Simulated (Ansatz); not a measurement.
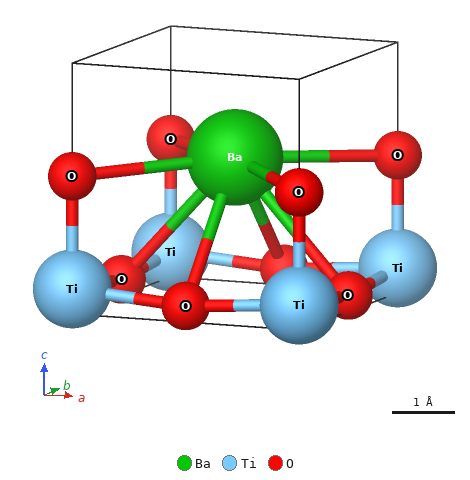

The starting structure (ball-and-stick view of the cell of the calculation, seen slightly off an axis). An atom can appear more than once, as a periodic image.

**Geometry relaxation of BaTiO₃ (part 1 of 2)**

The run: geometry relaxation of BaTiO₃ (P4mm, 5 atoms in the cell). Method and program: DFT PBE+U, scalar-relativistic, plane waves, PAW, Ueff = 4 eV on Ti d, no spin polarisation (Ansatz 0.2.0).

The structure derives from a Materials Project entry.

Output
```
Ba: projections on atomic orbitals take those of the free atom [Kr 4d10] 5s2 5p6 6s2, of charge +0.00 (hamiltonian.pseudopotentials.projection_atoms); the dataset's partial waves leave at most 9.7e-6 of an orbital's norm unspanned inside its sphere
Ti: projections on atomic orbitals take those of the free atom [Ne] 3s2 3p6 3d2 4s2, of charge +0.00 (hamiltonian.pseudopotentials.projection_atoms); the dataset's partial waves leave at most 4.1e-7 of an orbital's norm unspanned inside its sphere
O: projections on atomic orbitals take those of the free atom [He] 2s2 2p4, of charge +0.00 (hamiltonian.pseudopotentials.projection_atoms); the dataset's partial waves leave at most 1.9e-8 of an orbital's norm unspanned inside its sphere
Engine: ansatz 0.2.0, x86_64-unknown-linux-gnu
Pseudopotentials: kind: paw
Pseudopotential: Ba, paw, valence charge 10, recommended cutoff 420 eV (normal), Ba.paw.azcp
Pseudopotential: Ti, paw, valence charge 12, recommended cutoff 420 eV (normal), Ti.paw.azcp
Pseudopotential: O, paw, valence charge 6, recommended cutoff 420 eV (normal), O.paw.azcp
Functional definition: PBE
  parameter kappa = 0.804
  parameter beta = 0.06672455060314922
  exchange = pbe_x(kappa = kappa, mu = beta*pi^2/3)
  correlation = pbe_c(beta = beta)
Crystal: 5 atoms, lattice volume = 65.327 Å³
Basis set: ecut = 420 eV, 1293 PW (Γ), exchange–correlation on 54×54×60 points (8 copies of the dense FFT grid, shifted against one another)
Bands: 25, of which v1, the nominal top of the filled ones, is band 20 counted from 1 (19 counted from 0)
Symmetry: 8 space group operations
Space group: P4mm (ITA 99), of the structure as read, at distance tolerance 4.0e-5 Å
k-points: 75 of 512 (time reversal used)
Non-local potential: Ba, projectors of the file, l = 0: 3, l = 1: 2, l = 2: 2, l = 3: 2
Non-local potential: Ti, projectors of the file, l = 0: 3, l = 1: 2, l = 2: 3, l = 3: 1
Non-local potential: O, projectors of the file, l = 0: 2, l = 1: 2, l = 2: 1
PAW form: soft (Blöchl's): semilocal exchange-correlation on the pseudo side does not see the compensation charge
PAW one-centre angular grid: Ba, 194 points (default); XC on 64 Gauss nodes
PAW one-centre angular grid: Ti, 590 points (default); XC on 64 Gauss nodes
PAW one-centre angular grid: O, 110 points (default); XC on 64 Gauss nodes
Initial density: superposition of atomic densities (chi_scale 0.1, normalization cell, long waves kept (reshape's long-wave potential 0.00 eV rms))
Initial wavefunctions: pseudopotential atomic-orbital guess
Functional: x = pbe(κ = 0.804, μ = 0.2195149727645171), c = pbe(β = 0.06672455060314922)
SCF iter   1: F=—  HF=-10156.806326 eV  |F-HF|=—  |Δ(HF+E_count)|=         —  Δρ=5.94e-2  dr2=3.31e0  ethr=3.10e-3  ⟨swp⟩=7.7  Hψ=10356  notcnv=0
preconditioner: auto → Resta (q_TF=auto, 2.514 Å⁻¹)  ε∞=5.3  [insulator: Δε(μ)=3.380 eV  Ē_g=12.161 eV  σ=0.020 eV  W_gap=1.00  n_scr=18 (ndim 8)  ℏωp=25.2 eV  f_vac=0.000  D(μ)=0.00/eV (n_scr^D=0)  ε∞_Penn≈5.3]
SCF iter   2: F=—  HF=-10156.195357 eV  |F-HF|=—  |Δ(HF+E_count)|=   6.11e-1  Δρ=3.20e-2  dr2=6.17e-1  ethr=3.10e-3  ⟨swp⟩=3.0  Hψ=4532  notcnv=0  defer=75
SCF iter   3: F=—  HF=-10156.130182 eV  |F-HF|=—  |Δ(HF+E_count)|=   6.52e-2  Δρ=1.49e-2  dr2=1.87e-1  ethr=1.54e-3  ⟨swp⟩=2.4  Hψ=2939  notcnv=0  defer=75
SCF iter   4: F=—  HF=-10156.117944 eV  |F-HF|=—  |Δ(HF+E_count)|=   1.22e-2  Δρ=6.86e-3  dr2=2.82e-2  ethr=4.67e-4  ⟨swp⟩=2.8  Hψ=3119  notcnv=0  defer=75
SCF iter   5: F=—  HF=-10156.118648 eV  |F-HF|=—  |Δ(HF+E_count)|=   7.04e-4  Δρ=1.68e-3  dr2=1.68e-3  ethr=7.05e-5  ⟨swp⟩=3.3  Hψ=3848  notcnv=0  defer=75
SCF iter   6: F=—  HF=-10156.119324 eV  |F-HF|=—  |Δ(HF+E_count)|=   6.76e-4  Δρ=7.96e-4  dr2=3.46e-4  ethr=4.20e-6  ⟨swp⟩=2.0  Hψ=3323  notcnv=0  defer=75
SCF iter   7: F=—  HF=-10156.119321 eV  |F-HF|=—  |Δ(HF+E_count)|=   3.21e-6  Δρ=2.54e-4  dr2=4.21e-5  ethr=8.65e-7  ⟨swp⟩=2.0  Hψ=3067  notcnv=0  defer=75
SCF iter   8: F=—  HF=-10156.119328 eV  |F-HF|=—  |Δ(HF+E_count)|=   7.54e-6  Δρ=7.19e-5  dr2=2.94e-6  ethr=1.05e-7  ⟨swp⟩=2.1  Hψ=3246  notcnv=0  defer=75
SCF iter   9: F=—  HF=-10156.119330 eV  |F-HF|=—  |Δ(HF+E_count)|=   1.33e-6  Δρ=1.48e-5  dr2=1.81e-7  ethr=7.35e-9  ⟨swp⟩=2.4  Hψ=3243  notcnv=0  defer=75
SCF iter  10: F=-10156.119330 eV  HF=-10156.119330 eV  |F-HF|=1.02e-8  |Δ(HF+E_count)|=   1.29e-7  Δρ=3.33e-6  dr2=7.16e-9  ethr=2.50e-10  ⟨swp⟩=14.9  Hψ=14964  notcnv=0
SCF 1 converged in 10 iterations: F = -10156.119330 eV  dr2 = 7.16e-9
  greatest PAW one-centre occupation: 0.999 electrons in one spin orbital (limit 2), on the Ti atom at site 1 (counted from 0), in its partial waves of l = 0
relax step   1: F+E_penalty+E_count = -10156.11932974 eV  Δ(F+E_penalty+E_count) = +0.000e0 eV  max|allowed force component| = 2.210e-1 eV/Å  Δτ_max = 0.0000 Å  P = +2.723 GPa  Ω = 65.327 Å³  (10 SCF iters, dr2 threshold 1.00e-7 eV, accepted)
Crystal: 5 atoms, lattice volume = 66.558 Å³
Basis set: ecut = 420 eV, 1317 PW (Γ), exchange–correlation on 54×54×60 points (8 copies of the dense FFT grid, shifted against one another)
Initial density: handed on by an earlier stage of this run
Initial wavefunctions: those handed on with the density
iter 1 solved again at ethr=2.03e-5 eV; its pass at ethr=3.10e-3 eV (dr2=8.11e-3 eV) is discarded
SCF iter   1: F=—  HF=-10156.124090 eV  |F-HF|=—  |Δ(HF+E_count)|=         —  Δρ=3.25e-3  dr2=8.24e-3  ethr=2.03e-5  ⟨swp⟩=1.3  Hψ=9914  notcnv=0
preconditioner: auto → Resta (q_TF=auto, 2.506 Å⁻¹)  ε∞=5.7  [insulator: Δε(μ)=2.260 eV  Ē_g=11.912 eV  σ=0.020 eV  W_gap=1.00  n_scr=18 (ndim 8)  ℏωp=25.7 eV  f_vac=0.000  D(μ)=0.00/eV (n_scr^D=0)  ε∞_Penn≈5.7]
SCF iter   2: F=—  HF=-10156.122507 eV  |F-HF|=—  |Δ(HF+E_count)|=   1.58e-3  Δρ=1.71e-3  dr2=2.60e-3  ethr=2.03e-5  ⟨swp⟩=2.0  Hψ=3037  notcnv=0
SCF iter   3: F=—  HF=-10156.122082 eV  |F-HF|=—  |Δ(HF+E_count)|=   4.24e-4  Δρ=8.89e-4  dr2=7.94e-4  ethr=6.51e-6  ⟨swp⟩=2.2  Hψ=3071  notcnv=0
SCF iter   4: F=—  HF=-10156.121888 eV  |F-HF|=—  |Δ(HF+E_count)|=   1.94e-4  Δρ=2.07e-4  dr2=2.41e-5  ethr=1.98e-6  ⟨swp⟩=2.0  Hψ=2973  notcnv=0
SCF iter   5: F=—  HF=-10156.121897 eV  |F-HF|=—  |Δ(HF+E_count)|=   8.92e-6  Δρ=1.23e-4  dr2=8.29e-6  ethr=6.04e-8  ⟨swp⟩=2.1  Hψ=3070  notcnv=0
SCF iter   6: F=—  HF=-10156.121897 eV  |F-HF|=—  |Δ(HF+E_count)|=   2.18e-7  Δρ=3.68e-5  dr2=5.83e-7  ethr=2.07e-8  ⟨swp⟩=2.0  Hψ=2885  notcnv=0
SCF iter   7: F=-10156.121897 eV  HF=-10156.121897 eV  |F-HF|=5.70e-8  |Δ(HF+E_count)|=   3.56e-7  Δρ=9.46e-6  dr2=2.58e-8  ethr=1.25e-9  ⟨swp⟩=9.0  Hψ=13198  notcnv=0
the search or the solves at the SCF's close seem to have found levels that the self-consistency loop had missed (the run counts 1). By its estimate they hold under 1e-12 electrons; where the run keeps them, the occupations were computed again with them
SCF 2 converged in 7 iterations: F = -10156.121897 eV  dr2 = 2.58e-8
relax step   2: F+E_penalty+E_count = -10156.12189731 eV  Δ(F+E_penalty+E_count) = -2.568e-3 eV  max|allowed force component| = 1.383e-1 eV/Å  Δτ_max = 0.0310 Å  P = -0.220 GPa  Ω = 66.558 Å³  energy of the carried Pulay correction = -4.078e-3 eV  (7 SCF iters, dr2 threshold 5.00e-7 eV, accepted)
Crystal: 5 atoms, lattice volume = 66.453 Å³
iter 1 solved again at ethr=5.75e-6 eV; its pass at ethr=3.10e-3 eV (dr2=2.30e-3 eV) is discarded
SCF iter   1: F=—  HF=-10156.125670 eV  |F-HF|=—  |Δ(HF+E_count)|=         —  Δρ=1.69e-3  dr2=2.49e-3  ethr=5.75e-6  ⟨swp⟩=2.0  Hψ=8757  notcnv=0
preconditioner: auto → Resta (q_TF=auto, 2.507 Å⁻¹)  ε∞=5.7  [insulator: Δε(μ)=2.264 eV  Ē_g=11.937 eV  σ=0.020 eV  W_gap=1.00  n_scr=18 (ndim 8)  ℏωp=25.8 eV  f_vac=0.000  D(μ)=0.00/eV (n_scr^D=0)  ε∞_Penn≈5.7]
SCF iter   2: F=—  HF=-10156.125135 eV  |F-HF|=—  |Δ(HF+E_count)|=   5.35e-4  Δρ=9.01e-4  dr2=7.74e-4  ethr=5.75e-6  ⟨swp⟩=2.4  Hψ=2832  notcnv=0
SCF iter   3: F=—  HF=-10156.124957 eV  |F-HF|=—  |Δ(HF+E_count)|=   1.77e-4  Δρ=7.03e-4  dr2=3.02e-4  ethr=1.93e-6  ⟨swp⟩=2.0  Hψ=2835  notcnv=0
SCF iter   4: F=—  HF=-10156.124894 eV  |F-HF|=—  |Δ(HF+E_count)|=   6.34e-5  Δρ=1.18e-4  dr2=7.06e-6  ethr=7.54e-7  ⟨swp⟩=2.0  Hψ=2918  notcnv=0
SCF iter   5: F=—  HF=-10156.124896 eV  |F-HF|=—  |Δ(HF+E_count)|=   2.59e-6  Δρ=9.66e-5  dr2=5.93e-6  ethr=1.77e-8  ⟨swp⟩=2.0  Hψ=3356  notcnv=0
SCF iter   6: F=-10156.124896 eV  HF=-10156.124896 eV  |F-HF|=9.71e-8  |Δ(HF+E_count)|=   8.12e-7  Δρ=1.76e-5  dr2=1.14e-7  ethr=1.25e-9  ⟨swp⟩=8.0  Hψ=14251  notcnv=0
SCF 3 converged in 6 iterations: F = -10156.124896 eV  dr2 = 1.14e-7
relax step   3: F+E_penalty+E_count = -10156.12489568 eV  Δ(F+E_penalty+E_count) = -2.998e-3 eV  max|allowed force component| = 3.982e-2 eV/Å  Δτ_max = 0.0210 Å  P = -0.128 GPa  Ω = 66.453 Å³  energy of the carried Pulay correction = -3.734e-3 eV  (6 SCF iters, dr2 threshold 5.00e-7 eV, accepted)
Crystal: 5 atoms, lattice volume = 66.405 Å³
iter 1 solved again at ethr=6.57e-8 eV; its pass at ethr=3.10e-3 eV (dr2=2.63e-5 eV) is discarded
SCF iter   1: F=—  HF=-10156.125132 eV  |F-HF|=—  |Δ(HF+E_count)|=         —  Δρ=2.00e-4  dr2=2.84e-5  ethr=6.57e-8  ⟨swp⟩=2.2  Hψ=8975  notcnv=0
preconditioner: auto → Resta (q_TF=auto, 2.507 Å⁻¹)  ε∞=5.7  [insulator: Δε(μ)=2.276 eV  Ē_g=11.942 eV  σ=0.020 eV  W_gap=1.00  n_scr=18 (ndim 8)  ℏωp=25.8 eV  f_vac=0.000  D(μ)=0.00/eV (n_scr^D=0)  ε∞_Penn≈5.7]
SCF iter   2: F=—  HF=-10156.125127 eV  |F-HF|=—  |Δ(HF+E_count)|=   5.11e-6  Δρ=1.07e-4  dr2=8.29e-6  ethr=6.57e-8  ⟨swp⟩=2.1  Hψ=2538  notcnv=0
SCF iter   3: F=—  HF=-10156.125125 eV  |F-HF|=—  |Δ(HF+E_count)|=   1.39e-6  Δρ=5.64e-5  dr2=2.53e-6  ethr=2.07e-8  ⟨swp⟩=2.7  Hψ=3148  notcnv=0
SCF iter   4: F=—  HF=-10156.125125 eV  |F-HF|=—  |Δ(HF+E_count)|=   5.88e-7  Δρ=1.38e-5  dr2=1.03e-7  ethr=6.32e-9  ⟨swp⟩=2.0  Hψ=2886  notcnv=0
SCF iter   5: F=-10156.125125 eV  HF=-10156.125125 eV  |F-HF|=1.21e-8  |Δ(HF+E_count)|=  7.64e-10  Δρ=7.44e-6  dr2=3.28e-8  ethr=2.48e-10  ⟨swp⟩=8.2  Hψ=12210  notcnv=0
SCF 4 converged in 5 iterations: F = -10156.125125 eV  dr2 = 3.28e-8
relax step   4: F+E_penalty+E_count = -10156.12512483 eV  Δ(F+E_penalty+E_count) = -2.291e-4 eV  max|allowed force component| = 2.587e-2 eV/Å  Δτ_max = 0.0019 Å  P = -0.005 GPa  Ω = 66.405 Å³  energy of the carried Pulay correction = -3.574e-3 eV  (5 SCF iters, dr2 threshold 9.91e-8 eV, accepted)
Crystal: 5 atoms, lattice volume = 66.369 Å³
iter 1 solved again at ethr=4.78e-7 eV; its pass at ethr=3.10e-3 eV (dr2=1.91e-4 eV) is discarded
SCF iter   1: F=—  HF=-10156.125321 eV  |F-HF|=—  |Δ(HF+E_count)|=         —  Δρ=5.66e-4  dr2=1.97e-4  ethr=4.78e-7  ⟨swp⟩=1.3  Hψ=8013  notcnv=0
preconditioner: auto → Resta (q_TF=auto, 2.508 Å⁻¹)  ε∞=5.7  [insulator: Δε(μ)=2.276 eV  Ē_g=11.938 eV  σ=0.020 eV  W_gap=1.00  n_scr=18 (ndim 8)  ℏωp=25.8 eV  f_vac=0.000  D(μ)=0.00/eV (n_scr^D=0)  ε∞_Penn≈5.7]
SCF iter   2: F=—  HF=-10156.125290 eV  |F-HF|=—  |Δ(HF+E_count)|=   3.11e-5  Δρ=3.03e-4  dr2=4.01e-5  ethr=4.78e-7  ⟨swp⟩=2.2  Hψ=3014  notcnv=0
SCF iter   3: F=—  HF=-10156.125283 eV  |F-HF|=—  |Δ(HF+E_count)|=   7.36e-6  Δρ=1.54e-4  dr2=1.41e-5  ethr=1.00e-7  ⟨swp⟩=2.0  Hψ=2826  notcnv=0
SCF iter   4: F=—  HF=-10156.125281 eV  |F-HF|=—  |Δ(HF+E_count)|=   1.93e-6  Δρ=3.87e-5  dr2=1.03e-6  ethr=3.52e-8  ⟨swp⟩=2.6  Hψ=3123  notcnv=0
SCF iter   5: F=—  HF=-10156.125281 eV  |F-HF|=—  |Δ(HF+E_count)|=   2.43e-8  Δρ=1.70e-5  dr2=1.39e-7  ethr=2.57e-9  ⟨swp⟩=2.4  Hψ=3174  notcnv=0
SCF iter   6: F=—  HF=-10156.125281 eV  |F-HF|=—  |Δ(HF+E_count)|=  6.06e-10  Δρ=7.63e-6  dr2=4.51e-8  ethr=1.05e-10  ⟨swp⟩=8.2  Hψ=12322  notcnv=0
SCF iter   7: F=-10156.125281 eV  HF=-10156.125281 eV  |F-HF|=9.82e-11  |Δ(HF+E_count)|=   2.96e-9  Δρ=1.80e-6  dr2=2.44e-9  ethr=1.05e-10  ⟨swp⟩=7.1  Hψ=10879  notcnv=0
the search or the solves at the SCF's close seem to have found levels that the self-consistency loop had missed (the run counts 1). By its estimate they hold under 1e-12 electrons; where the run keeps them, the occupations were computed again with them
SCF 5 converged in 7 iterations: F = -10156.125281 eV  dr2 = 2.44e-9
relax step   5: F+E_penalty+E_count = -10156.12528056 eV  Δ(F+E_penalty+E_count) = -1.557e-4 eV  max|allowed force component| = 1.741e-2 eV/Å  Δτ_max = 0.0035 Å  P = -0.065 GPa  Ω = 66.369 Å³  energy of the carried Pulay correction = -3.455e-3 eV  (7 SCF iters, dr2 threshold 4.18e-8 eV, accepted)
Crystal: 5 atoms, lattice volume = 66.354 Å³
iter 1 solved again at ethr=1.85e-8 eV; its pass at ethr=3.10e-3 eV (dr2=7.41e-6 eV) is discarded
SCF iter   1: F=—  HF=-10156.125356 eV  |F-HF|=—  |Δ(HF+E_count)|=         —  Δρ=1.26e-4  dr2=7.98e-6  ethr=1.85e-8  ⟨swp⟩=2.0  Hψ=9571  notcnv=0
preconditioner: auto → Resta (q_TF=auto, 2.508 Å⁻¹)  ε∞=5.7  [insulator: Δε(μ)=2.269 eV  Ē_g=11.932 eV  σ=0.020 eV  W_gap=1.00  n_scr=18 (ndim 8)  ℏωp=25.8 eV  f_vac=0.000  D(μ)=0.00/eV (n_scr^D=0)  ε∞_Penn≈5.7]
SCF iter   2: F=—  HF=-10156.125354 eV  |F-HF|=—  |Δ(HF+E_count)|=   1.59e-6  Δρ=6.19e-5  dr2=1.90e-6  ethr=1.85e-8  ⟨swp⟩=2.3  Hψ=3352  notcnv=0
SCF iter   3: F=—  HF=-10156.125354 eV  |F-HF|=—  |Δ(HF+E_count)|=   2.80e-7  Δρ=3.49e-5  dr2=8.54e-7  ethr=4.76e-9  ⟨swp⟩=2.0  Hψ=2939  notcnv=0
SCF iter   4: F=-10156.125354 eV  HF=-10156.125354 eV  |F-HF|=3.49e-8  |Δ(HF+E_count)|=   1.37e-7  Δρ=1.05e-5  dr2=8.17e-8  ethr=2.15e-10  ⟨swp⟩=7.4  Hψ=13321  notcnv=0
SCF 6 converged in 4 iterations: F = -10156.125354 eV  dr2 = 8.17e-8
relax step   6: F+E_penalty+E_count = -10156.12535359 eV  Δ(F+E_penalty+E_count) = -7.303e-5 eV  max|allowed force component| = 2.011e-3 eV/Å  Δτ_max = 0.0007 Å  P = -0.005 GPa  Ω = 66.354 Å³  energy of the carried Pulay correction = -3.407e-3 eV  (4 SCF iters, dr2 threshold 8.60e-8 eV, accepted)
Crystal: 5 atoms, lattice volume = 66.341 Å³
iter 1 solved again at ethr=1.86e-8 eV; its pass at ethr=3.10e-3 eV (dr2=7.44e-6 eV) is discarded
SCF iter   1: F=—  HF=-10156.125410 eV  |F-HF|=—  |Δ(HF+E_count)|=         —  Δρ=1.15e-4  dr2=7.95e-6  ethr=1.86e-8  ⟨swp⟩=2.0  Hψ=9579  notcnv=0
preconditioner: auto → Resta (q_TF=auto, 2.508 Å⁻¹)  ε∞=5.7  [insulator: Δε(μ)=2.271 eV  Ē_g=11.934 eV  σ=0.020 eV  W_gap=1.00  n_scr=18 (ndim 8)  ℏωp=25.8 eV  f_vac=0.000  D(μ)=0.00/eV (n_scr^D=0)  ε∞_Penn≈5.7]
SCF iter   2: F=—  HF=-10156.125407 eV  |F-HF|=—  |Δ(HF+E_count)|=   2.69e-6  Δρ=6.24e-5  dr2=1.93e-6  ethr=1.86e-8  ⟨swp⟩=2.4  Hψ=3172  notcnv=0
SCF iter   3: F=—  HF=-10156.125403 eV  |F-HF|=—  |Δ(HF+E_count)|=   4.18e-6  Δρ=3.31e-5  dr2=6.20e-7  ethr=4.83e-9  ⟨swp⟩=2.0  Hψ=2739  notcnv=0
SCF iter   4: F=—  HF=-10156.125403 eV  |F-HF|=—  |Δ(HF+E_count)|=   4.92e-8  Δρ=1.26e-5  dr2=9.53e-8  ethr=1.55e-9  ⟨swp⟩=2.0  Hψ=3028  notcnv=0
SCF iter   5: F=—  HF=-10156.125403 eV  |F-HF|=—  |Δ(HF+E_count)|=   6.69e-9  Δρ=3.96e-6  dr2=1.22e-8  ethr=2.38e-10  ⟨swp⟩=2.3  Hψ=2978  notcnv=0
SCF iter   6: F=-10156.125403 eV  HF=-10156.125403 eV  |F-HF|=5.02e-10  |Δ(HF+E_count)|=  1.87e-10  Δρ=1.54e-6  dr2=1.32e-9  ethr=1.57e-11  ⟨swp⟩=7.1  Hψ=11044  notcnv=0
SCF 7 converged in 6 iterations: F = -10156.125403 eV  dr2 = 1.32e-9
relax step   7: F+E_penalty+E_count = -10156.12540266 eV  Δ(F+E_penalty+E_count) = -4.907e-5 eV  max|allowed force component| = 1.482e-3 eV/Å  Δτ_max = 0.0007 Å  P = -0.004 GPa  Ω = 66.341 Å³  energy of the carried Pulay correction = -3.365e-3 eV  (6 SCF iters, dr2 threshold 6.29e-9 eV, accepted)
Initial wavefunctions: pseudopotential atomic-orbital guess (no wavefunctions were taken with the density)
iter 1 solved again at ethr=3.23e-8 eV; its pass at ethr=3.10e-3 eV (dr2=1.29e-5 eV) is discarded
SCF iter   1: F=—  HF=-10156.128841 eV  |F-HF|=—  |Δ(HF+E_count)|=         —  Δρ=2.18e-4  dr2=2.12e-6  ethr=3.23e-8  ⟨swp⟩=3.2  Hψ=15212  notcnv=0
preconditioner: auto → Resta (q_TF=auto, 2.508 Å⁻¹)  ε∞=5.7  [insulator: Δε(μ)=2.270 eV  Ē_g=11.932 eV  σ=0.020 eV  W_gap=1.00  n_scr=18 (ndim 8)  ℏωp=25.8 eV  f_vac=0.000  D(μ)=0.00/eV (n_scr^D=0)  ε∞_Penn≈5.7]
SCF iter   2: F=—  HF=-10156.128981 eV  |F-HF|=—  |Δ(HF+E_count)|=   1.40e-4  Δρ=1.09e-4  dr2=8.57e-7  ethr=5.30e-9  ⟨swp⟩=2.0  Hψ=3230  notcnv=0
SCF iter   3: F=—  HF=-10156.129021 eV  |F-HF|=—  |Δ(HF+E_count)|=   3.94e-5  Δρ=5.03e-5  dr2=1.73e-7  ethr=2.14e-9  ⟨swp⟩=2.6  Hψ=3050  notcnv=0
SCF iter   4: F=—  HF=-10156.129030 eV  |F-HF|=—  |Δ(HF+E_count)|=   9.38e-6  Δρ=4.79e-6  dr2=2.29e-9  ethr=4.34e-10  ⟨swp⟩=2.5  Hψ=3141  notcnv=0
SCF iter   5: F=—  HF=-10156.129030 eV  |F-HF|=—  |Δ(HF+E_count)|=   5.07e-8  Δρ=9.67e-7  dr2=4.12e-10  ethr=5.73e-12  ⟨swp⟩=2.0  Hψ=3340  notcnv=0
SCF iter   6: F=—  HF=-10156.129030 eV  |F-HF|=—  |Δ(HF+E_count)|=   1.14e-9  Δρ=4.94e-7  dr2=1.38e-10  ethr=1.03e-12  ⟨swp⟩=2.0  Hψ=3018  notcnv=0
SCF iter   7: F=-10156.129030 eV  HF=-10156.129030 eV  |F-HF|=0.00e0  |Δ(HF+E_count)|=  1.62e-10  Δρ=1.07e-7  dr2=9.05e-12  ethr=1.00e-12  ⟨swp⟩=6.0  Hψ=9291  notcnv=0
SCF 8 converged in 7 iterations: F = -10156.129030 eV  dr2 = 9.05e-12
relax step   8: F+E_penalty+E_count = -10156.12903010 eV  Δ(F+E_penalty+E_count) = -3.627e-3 eV  max|allowed force component| = 1.484e-3 eV/Å  Δτ_max = 0.0000 Å  P = +0.095 GPa  Ω = 66.341 Å³  stress off target by 9.97e-2 GPa  SCF on the basis re-selected at this cell (its energy is not comparable with the rows above)  (7 SCF iters)
basis re-selected at this cell: Δ(F+E_penalty+E_count) = -3.627e-3 eV, ΔP = +0.099 GPa vs the last step (what re-selecting the basis moved, of the pressure what is left beyond the Pulay correction that the steps carried, after the strain that the cell walked since its last selection, with what the two solves' SCF thresholds leave and, on support functions, any second-order correction that the steps lacked; it is no measure of the basis error at this ecutwfc). This SCF's stress stands 9.97e-2 GPa from its target on what of the cell is left free (relax.cell.stress_tol is 5.00e-2 GPa) and its largest allowed force component is 1.48e-3 eV/Å (relax.f_tol is 5.00e-3 eV/Å): not within both, so this SCF does not close the relaxation
Crystal: 5 atoms, lattice volume = 66.376 Å³
iter 1 solved again at ethr=3.28e-8 eV; its pass at ethr=3.10e-3 eV (dr2=1.31e-5 eV) is discarded
```
